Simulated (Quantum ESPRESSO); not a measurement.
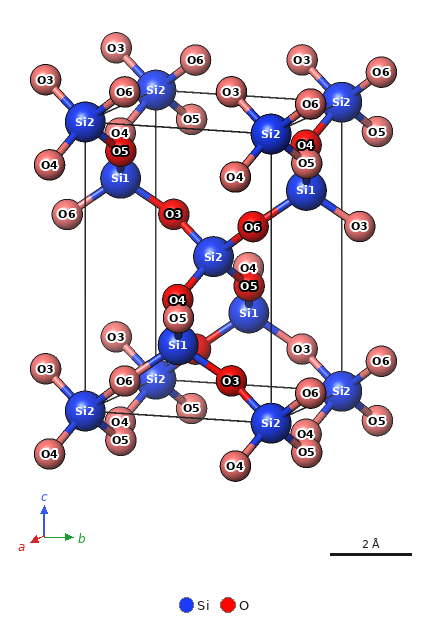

The structure (ball-and-stick view of the cell 2 times as large as that of the calculation, set on its symmetry axes, seen slightly off an axis; neighbours outside the cell are drawn fainter; atoms are numbered from 1 in the order of the input).

**Run report: SiO$_{2}$, band-structure run (part 1 of 2)**

System: SiO$_{2}$ (I-42d, 6 atoms in the cell).
Method: Kohn-Sham DFT of a periodic cell, LDA, PseudoDojo 0.4.1 SR LDA standard, no spin polarisation (Quantum ESPRESSO 7.5).

The structure derives from a Materials Project entry.

The input:
```
&CONTROL
  calculation = 'scf'
  prefix = 'pwscf'
  outdir = './tmp'
  pseudo_dir = './pseudo'
  tprnfor = .true.
  tstress = .true.
  disk_io = 'low'
/
&SYSTEM
  ibrav = 0
  celldm(1) = 8
  nat = 6
  ntyp = 2
  ecutwfc = 84
  nbnd = 24
  occupations = 'smearing'
  smearing = 'fd'
  degauss = 0.00367493
/
&ELECTRONS
  conv_thr = 1.2d-09
  electron_maxstep = 120
  mixing_beta = 0.5
/
ATOMIC_SPECIES
Si    28.0850 Si.upf
O     15.9990 O.upf
CELL_PARAMETERS alat
 -0.5851750632063   0.5851750632063   0.8635271811786
  0.5851750632063  -0.5851750632063   0.8635271811786
  0.5851750632063   0.5851750632063  -0.8635271811786
ATOMIC_POSITIONS crystal
Si     0.7500000000    0.2500000000    0.5000000000
Si     0.0000000000    0.0000000000    0.0000000000
O      0.8750000000    0.0282138700    0.6532138700
O      0.7782138700    0.1250000000    0.1532138700
O      0.9717861300    0.6250000000    0.8467861300
O      0.3750000000    0.2217861300    0.3467861300
K_POINTS automatic
8 8 8 0 0 0
```

File bands.in:
```
&CONTROL
  calculation = 'bands'
  prefix = 'pwscf'
  outdir = './tmp'
  pseudo_dir = './pseudo'
  disk_io = 'low'
  verbosity = 'high'
/
&SYSTEM
  ibrav = 0
  celldm(1) = 8
  nat = 6
  ntyp = 2
  ecutwfc = 84
  nbnd = 24
  occupations = 'smearing'
  smearing = 'fd'
  degauss = 0.00367493
/
&ELECTRONS
  conv_thr = 1d-08
  electron_maxstep = 120
  mixing_beta = 0.5
  diago_full_acc = .true.
  startingwfc = 'random'
/
ATOMIC_SPECIES
Si    28.0850 Si.upf
O     15.9990 O.upf
CELL_PARAMETERS alat
 -0.5851750632063   0.5851750632063   0.8635271811786
  0.5851750632063  -0.5851750632063   0.8635271811786
  0.5851750632063   0.5851750632063  -0.8635271811786
ATOMIC_POSITIONS crystal
Si     0.7500000000    0.2500000000    0.5000000000
Si     0.0000000000    0.0000000000    0.0000000000
O      0.8750000000    0.0282138700    0.6532138700
O      0.7782138700    0.1250000000    0.1532138700
O      0.9717861300    0.6250000000    0.8467861300
O      0.3750000000    0.2217861300    0.3467861300
K_POINTS crystal
60
 0.0000000000  0.0000000000  0.0000000000 1
 0.0000000000  0.0000000000  0.0714285714 1
 0.0000000000  0.0000000000  0.1428571429 1
 0.0000000000  0.0000000000  0.2142857143 1
 0.0000000000  0.0000000000  0.2857142857 1
 0.0000000000  0.0000000000  0.3571428571 1
 0.0000000000  0.0000000000  0.4285714286 1
 0.0000000000  0.0000000000  0.5000000000 1
-0.0765364556  0.0765364556  0.5000000000 1
-0.1530729112  0.1530729112  0.5000000000 1
-0.2296093669  0.2296093669  0.5000000000 1
-0.2972070251  0.2972070251  0.4324023417 1
-0.3648046834  0.3648046834  0.3648046834 1
-0.3192040980  0.3192040980  0.3192040980 1
-0.2736035126  0.2736035126  0.2736035126 1
-0.2280029271  0.2280029271  0.2280029271 1
-0.1824023417  0.1824023417  0.1824023417 1
-0.1368017563  0.1368017563  0.1368017563 1
-0.0912011709  0.0912011709  0.0912011709 1
-0.0456005854  0.0456005854  0.0456005854 1
 0.0000000000  0.0000000000  0.0000000000 1
 0.0625000000  0.0625000000 -0.0625000000 1
 0.1250000000  0.1250000000 -0.1250000000 1
 0.1875000000  0.1875000000 -0.1875000000 1
 0.2500000000  0.2500000000 -0.2500000000 1
 0.3125000000  0.3125000000 -0.3125000000 1
 0.3750000000  0.3750000000 -0.3750000000 1
 0.4375000000  0.4375000000 -0.4375000000 1
 0.5000000000  0.5000000000 -0.5000000000 1
 0.4549348945  0.5450651055 -0.4549348945 1
 0.4098697890  0.5901302110 -0.4098697890 1
 0.3648046834  0.6351953166 -0.3648046834 1
 0.2918437467  0.6081562533 -0.2918437467 1
 0.2188828101  0.5811171899 -0.2188828101 1
 0.1459218734  0.5540781266 -0.1459218734 1
 0.0729609367  0.5270390633 -0.0729609367 1
 0.0000000000  0.5000000000  0.0000000000 1
 0.0416666667  0.4583333333  0.0416666667 1
 0.0833333333  0.4166666667  0.0833333333 1
 0.1250000000  0.3750000000  0.1250000000 1
 0.1666666667  0.3333333333  0.1666666667 1
 0.2083333333  0.2916666667  0.2083333333 1
 0.2500000000  0.2500000000  0.2500000000 1
 0.2916666667  0.2916666667  0.1700651055 1
 0.3333333333  0.3333333333  0.0901302110 1
 0.3750000000  0.3750000000  0.0101953166 1
 0.4166666667  0.4166666667 -0.0697395779 1
 0.4583333333  0.4583333333 -0.1496744724 1
 0.5000000000  0.5000000000 -0.2296093669 1
 0.5000000000  0.5000000000 -0.2836874935 1
 0.5000000000  0.5000000000 -0.3377656201 1
 0.5000000000  0.5000000000 -0.3918437467 1
 0.5000000000  0.5000000000 -0.4459218734 1
 0.5000000000  0.5000000000 -0.5000000000 1
 0.0000000000  0.0000000000  0.5000000000 1
 0.0500000000  0.0500000000  0.4500000000 1
 0.1000000000  0.1000000000  0.4000000000 1
 0.1500000000  0.1500000000  0.3500000000 1
 0.2000000000  0.2000000000  0.3000000000 1
 0.2500000000  0.2500000000  0.2500000000 1
```

Machine: 1 thread of AMD EPYC (Zen 3), 192 GiB of memory available, shared host.

Run as:
```bash
OMP_NUM_THREADS=1 pw.x -in pw.in > pw.out
OMP_NUM_THREADS=1 pw.x -in bands.in > bands.out
```

Output:
```
This program is part of the open-source Quantum ESPRESSO suite
     for quantum simulation of materials; please cite
         "P. Giannozzi et al., J. Phys.:Condens. Matter 21 395502 (2009);
         "P. Giannozzi et al., J. Phys.:Condens. Matter 29 465901 (2017);
         "P. Giannozzi et al., J. Chem. Phys. 152 154105 (2020);
          URL
     in publications or presentations arising from this work. More details at

     Message from routine setup:
     using ibrav=0 with symmetry is DISCOURAGED, use correct ibrav instead

     G-vector sticks info
     --------------------
     sticks:   dense  smooth     PW     G-vecs:    dense   smooth      PW
     Sum        2443    2443    763                63001    63001   10947

     Using Slab Decomposition

     bravais-lattice index     =            0
     lattice parameter (alat)  =       8.0000  a.u.
     unit-cell volume          =     605.5885 (a.u.)^3
     number of atoms/cell      =            6
     number of atomic types    =            2
     number of electrons       =        32.00
     number of Kohn-Sham states=           24
     kinetic-energy cutoff     =      84.0000  Ry
     charge density cutoff     =     336.0000  Ry
     scf convergence threshold =      1.2E-09
     mixing beta               =       0.5000
     number of iterations used =            8  plain     mixing
     Exchange-correlation= SLA  PW   NOGX NOGC
                           (   1   4   0   0   0   0   0)

     celldm(1)=   8.000000  celldm(2)=   0.000000  celldm(3)=   0.000000
     celldm(4)=   0.000000  celldm(5)=   0.000000  celldm(6)=   0.000000

     crystal axes: (cart. coord. in units of alat)
               a(1) = (  -0.585175   0.585175   0.863527 )
               a(2) = (   0.585175  -0.585175   0.863527 )
               a(3) = (   0.585175   0.585175  -0.863527 )

     reciprocal axes: (cart. coord. in units 2 pi/alat)
               b(1) = (  0.000000  0.854445  0.579021 )
               b(2) = (  0.854445  0.000000  0.579021 )
               b(3) = (  0.854445  0.854445  0.000000 )

     PseudoPot. # 1 for Si read from file:
     Si.upf
     Pseudo is Norm-conserving + core correction, Zval =  4.0
     Generated using ONCVPSP code by D. R. Hamann
     Using radial grid of 1510 points,  6 beta functions with:
                l(1) =   0
                l(2) =   0
                l(3) =   1
                l(4) =   1
                l(5) =   2
                l(6) =   2

     PseudoPot. # 2 for O  read from file:
     O.upf
     Pseudo is Norm-conserving + core correction, Zval =  6.0
     Generated using ONCVPSP code by D. R. Hamann
     Using radial grid of  926 points,  5 beta functions with:
                l(1) =   0
                l(2) =   0
                l(3) =   1
                l(4) =   1
                l(5) =   2

     atomic species   valence    mass     pseudopotential
     Si                4.00    28.08500     Si( 1.00)
     O                 6.00    15.99900     O ( 1.00)

      8 Sym. Ops. (no inversion) found ( 4 have fractional translation)

   Cartesian axes

     site n.     atom                  positions (alat units)
         1        Si     tau(   1) = (   0.0000000   0.5851751   0.4317636  )
         2        Si     tau(   2) = (   0.0000000   0.0000000   0.0000000  )
         3        O      tau(   3) = (  -0.1132737   0.8777626   0.2158818  )
         4        O      tau(   4) = (  -0.2925875   0.4719014   0.6476454  )
         5        O      tau(   5) = (   0.2925875   0.6984487   0.6476454  )
         6        O      tau(   6) = (   0.1132737   0.2925875   0.2158818  )

     number of k points=    59  Fermi-Dirac smearing, width (Ry)=  0.0037
                       cart. coord. in units 2pi/alat
        k(    1) = (   0.0000000   0.0000000   0.0000000), wk =   0.0039062
        k(    2) = (   0.1068056   0.1068056   0.0000000), wk =   0.0156250
        k(    3) = (   0.2136113   0.2136113   0.0000000), wk =   0.0156250
        k(    4) = (   0.3204169   0.3204169   0.0000000), wk =   0.0156250
        k(    5) = (  -0.4272226  -0.4272226   0.0000000), wk =   0.0078125
        k(    6) = (   0.1068056   0.0000000   0.0723776), wk =   0.0312500
        k(    7) = (   0.2136113   0.1068056   0.0723776), wk =   0.0625000
        k(    8) = (   0.3204169   0.2136113   0.0723776), wk =   0.0625000
        k(    9) = (   0.4272226   0.3204169   0.0723776), wk =   0.0625000
        k(   10) = (   0.2136113   0.0000000   0.1447551), wk =   0.0312500
        k(   11) = (   0.3204169   0.1068056   0.1447551), wk =   0.0625000
        k(   12) = (   0.4272226   0.2136113   0.1447551), wk =   0.0625000
        k(   13) = (   0.5340282   0.3204169   0.1447551), wk =   0.0312500
        k(   14) = (   0.1068056  -0.1068056   0.1447551), wk =   0.0312500
        k(   15) = (   0.3204169   0.0000000   0.2171327), wk =   0.0312500
        k(   16) = (   0.4272226   0.1068056   0.2171327), wk =   0.0625000
        k(   17) = (   0.5340282   0.2136113   0.2171327), wk =   0.0625000
        k(   18) = (   0.1068056  -0.2136113   0.2171327), wk =   0.0625000
        k(   19) = (  -0.4272226  -0.0000000  -0.2895103), wk =   0.0156250
        k(   20) = (  -0.3204169   0.1068056  -0.2895103), wk =   0.0625000
        k(   21) = (  -0.2136113   0.2136113  -0.2895103), wk =   0.0312500
        k(   22) = (   0.2136113   0.2136113   0.1447551), wk =   0.0312500
        k(   23) = (   0.3204169   0.3204169   0.1447551), wk =   0.0312500
        k(   24) = (   0.4272226   0.4272226   0.1447551), wk =   0.0156250
        k(   25) = (   0.0000000   0.0000000   0.1447551), wk =   0.0078125
        k(   26) = (   0.3204169   0.2136113   0.2171327), wk =   0.0625000
        k(   27) = (   0.4272226   0.3204169   0.2171327), wk =   0.0625000
        k(   28) = (   0.0000000  -0.1068056   0.2171327), wk =   0.0312500
        k(   29) = (   0.4272226   0.2136113   0.2895103), wk =   0.0312500
        k(   30) = (   0.5340282   0.3204169   0.2895103), wk =   0.0312500
        k(   31) = (  -0.0000000  -0.2136113   0.2895103), wk =   0.0312500
        k(   32) = (   0.1068056  -0.1068056   0.2895103), wk =   0.0312500
        k(   33) = (  -0.8544452  -0.3204169  -0.2171327), wk =   0.0312500
        k(   34) = (  -0.7476395  -0.2136113  -0.2171327), wk =   0.0625000
        k(   35) = (   0.0000000   0.4272226  -0.1447551), wk =   0.0312500
        k(   36) = (  -0.7476395  -0.3204169  -0.1447551), wk =   0.0625000
        k(   37) = (  -0.6408339  -0.2136113  -0.1447551), wk =   0.0312500
        k(   38) = (   0.0000000   0.3204169  -0.0723776), wk =   0.0312500
        k(   39) = (   0.1068056   0.4272226  -0.0723776), wk =   0.0625000
        k(   40) = (  -0.6408339  -0.3204169  -0.0723776), wk =   0.0625000
        k(   41) = (   0.0000000   0.2136113   0.0000000), wk =   0.0156250
        k(   42) = (   0.1068056   0.3204169   0.0000000), wk =   0.0312500
        k(   43) = (   0.2136113   0.4272226   0.0000000), wk =   0.0312500
        k(   44) = (  -0.5340282  -0.3204169   0.0000000), wk =   0.0156250
        k(   45) = (   0.4272226   0.4272226   0.2895103), wk =   0.0078125
        k(   46) = (   0.0000000   0.0000000   0.2895103), wk =   0.0078125
        k(   47) = (  -0.0000000  -0.1068056   0.3618879), wk =   0.0312500
        k(   48) = (  -0.8544452  -0.2136113  -0.1447551), wk =   0.0312500
        k(   49) = (  -0.7476395  -0.1068056  -0.1447551), wk =   0.0312500
        k(   50) = (   0.0000000   0.5340282  -0.0723776), wk =   0.0312500
        k(   51) = (  -0.7476395  -0.2136113  -0.0723776), wk =   0.0625000
        k(   52) = (   0.0000000   0.4272226   0.0000000), wk =   0.0156250
        k(   53) = (   0.1068056   0.5340282   0.0000000), wk =   0.0312500
        k(   54) = (  -0.6408339  -0.2136113   0.0000000), wk =   0.0156250
        k(   55) = (  -0.0000000  -0.0000000   0.4342654), wk =   0.0078125
        k(   56) = (  -0.8544452  -0.1068056  -0.0723776), wk =   0.0312500
        k(   57) = (   0.0000000   0.6408339  -0.0000000), wk =   0.0156250
        k(   58) = (  -0.7476395  -0.1068056  -0.0000000), wk =   0.0156250
        k(   59) = (  -0.8544452  -0.8544452  -0.5790206), wk =   0.0039062

     Dense  grid:    63001 G-vectors     FFT dimensions: (  60,  60,  60)

     Initial potential from superposition of free atoms

     starting charge      31.9989, renormalised to      32.0000
     Starting wfcs are   24 randomized atomic wfcs

     Self-consistent Calculation

     iteration #  1     ecut=    84.00 Ry     beta= 0.50
     Davidson diagonalization with overlap
     ethr =  1.00E-02,  avg # of iterations =  4.8

     total energy              =    -149.29616166 Ry
     estimated scf accuracy    <       1.53686982 Ry

     iteration #  2     ecut=    84.00 Ry     beta= 0.50
     Davidson diagonalization with overlap
     ethr =  4.80E-03,  avg # of iterations =  2.0

     total energy              =    -149.72560232 Ry
     estimated scf accuracy    <       0.15619539 Ry

     iteration #  3     ecut=    84.00 Ry     beta= 0.50
     Davidson diagonalization with overlap
     ethr =  4.88E-04,  avg # of iterations =  3.5

     total energy              =    -149.74203482 Ry
     estimated scf accuracy    <       0.01320743 Ry

     iteration #  4     ecut=    84.00 Ry     beta= 0.50
     Davidson diagonalization with overlap
     ethr =  4.13E-05,  avg # of iterations =  6.6

     total energy              =    -149.74439394 Ry
     estimated scf accuracy    <       0.00438817 Ry

     iteration #  5     ecut=    84.00 Ry     beta= 0.50
     Davidson diagonalization with overlap
     ethr =  1.37E-05,  avg # of iterations =  3.0

     total energy              =    -149.74447331 Ry
     estimated scf accuracy    <       0.00052191 Ry

     iteration #  6     ecut=    84.00 Ry     beta= 0.50
     Davidson diagonalization with overlap
     ethr =  1.63E-06,  avg # of iterations =  4.6

     total energy              =    -149.74459500 Ry
     estimated scf accuracy    <       0.00000082 Ry

     iteration #  7     ecut=    84.00 Ry     beta= 0.50
     Davidson diagonalization with overlap
     ethr =  2.56E-09,  avg # of iterations =  4.5

     total energy              =    -149.74459572 Ry
     estimated scf accuracy    <       0.00000367 Ry

     iteration #  8     ecut=    84.00 Ry     beta= 0.50
     Davidson diagonalization with overlap
     ethr =  2.56E-09,  avg # of iterations =  2.8

     total energy              =    -149.74459660 Ry
     estimated scf accuracy    <       0.00000008 Ry

     iteration #  9     ecut=    84.00 Ry     beta= 0.50
     Davidson diagonalization with overlap
     ethr =  2.65E-10,  avg # of iterations =  2.0

     total energy              =    -149.74459661 Ry
     estimated scf accuracy    <          2.9E-09 Ry

     iteration # 10     ecut=    84.00 Ry     beta= 0.50
     Davidson diagonalization with overlap
     ethr =  9.11E-12,  avg # of iterations =  3.6

     End of self-consistent calculation

          k = 0.0000 0.0000 0.0000 (  7849 PWs)   bands (ev):

   -18.4691 -16.3113 -16.3113 -16.2503  -8.8500  -5.1540  -5.1540  -4.8866
    -2.1179  -1.6957  -1.2014  -1.2014  -1.1471  -0.2438   0.4363   0.4363
     6.1812   9.0478  10.8837  10.8837  10.9328  12.1345  12.1345  13.1811

          k = 0.1068 0.1068 0.0000 (  7855 PWs)   bands (ev):

   -18.4039 -16.4221 -16.3157 -16.2588  -8.6840  -5.2914  -5.0756  -4.8019
    -2.1614  -1.6421  -1.3850  -1.2093  -1.2026  -0.2224   0.3886   0.3897
     6.5102   9.2493  10.3396  10.7398  11.5014  11.8648  12.0981  12.9948

          k = 0.2136 0.2136 0.0000 (  7865 PWs)   bands (ev):

   -18.2135 -16.7164 -16.3254 -16.2815  -8.2281  -5.6400  -4.8686  -4.6408
    -2.2765  -1.7537  -1.5380  -1.3776  -1.1689  -0.2123   0.2652   0.2780
     7.3619   9.7134  10.0206  10.4679  11.6282  11.8022  12.1686  12.2736

          k = 0.3204 0.3204 0.0000 (  7864 PWs)   bands (ev):

   -17.9139 -17.1135 -16.3315 -16.3076  -7.5812  -6.1782  -4.6235  -4.4987
    -2.3597  -2.0736  -1.5962  -1.5831  -0.9091  -0.2905   0.1259   0.1611
     8.4339   9.8257  10.0792  10.5696  11.5073  11.6903  11.7177  12.2027

          k =-0.4272-0.4272 0.0000 (  7860 PWs)   bands (ev):

   -17.5330 -17.5330 -16.3262 -16.3262  -6.8587  -6.8587  -4.4756  -4.4756
    -2.2902  -2.2902  -1.6682  -1.6682  -0.5528  -0.5528   0.0929   0.0929
     9.3487   9.3487  10.4696  10.4696  11.3831  11.3831  11.9239  11.9239

          k = 0.1068 0.0000 0.0724 (  7857 PWs)   bands (ev):

   -18.4207 -16.3849 -16.3145 -16.2671  -8.7229  -5.1858  -5.1311  -4.8574
    -2.1174  -1.6851  -1.3779  -1.1999  -1.1574  -0.2415   0.3857   0.4068
     6.4216   9.1735  10.4563  10.8439  11.2997  11.8900  12.1943  13.1155

          k = 0.2136 0.1068 0.0724 (  7855 PWs)   bands (ev):

   -18.2957 -16.5939 -16.3220 -16.2731  -8.4191  -5.4331  -4.9964  -4.7180
    -2.2009  -1.6990  -1.5893  -1.2423  -1.1592  -0.2385   0.2725   0.3472
     7.0121   9.5295  10.0721  10.6687  11.3932  11.7170  12.1800  12.8604

          k = 0.3204 0.2136 0.0724 (  7876 PWs)   bands (ev):

   -18.0564 -16.9334 -16.3310 -16.2960  -7.8800  -5.8816  -4.7597  -4.5637
    -2.3251  -2.0164  -1.5592  -1.3921  -1.0285  -0.2778   0.1158   0.2399
     7.9808   9.8861   9.9405  10.5554  11.1215  11.8436  12.0391  12.4507

          k = 0.4272 0.3204 0.0724 (  7856 PWs)   bands (ev):

   -17.7267 -17.3291 -16.3324 -16.3187  -7.2103  -6.4910  -4.5498  -4.4813
    -2.3722  -2.2123  -1.6740  -1.5140  -0.7214  -0.4189   0.0112   0.1356
     8.9990   9.6904  10.1562  10.5482  11.0143  11.5598  11.9846  12.3916

          k = 0.2136 0.0000 0.1448 (  7860 PWs)   bands (ev):

   -18.2866 -16.6052 -16.3214 -16.2795  -8.3940  -5.3199  -5.0497  -4.7745
    -2.1229  -1.7778  -1.6582  -1.1998  -1.1392  -0.2774   0.2455   0.3442
     7.0464   9.4950  10.0812  10.7761  11.1837  11.6511  12.2854  13.2003
```
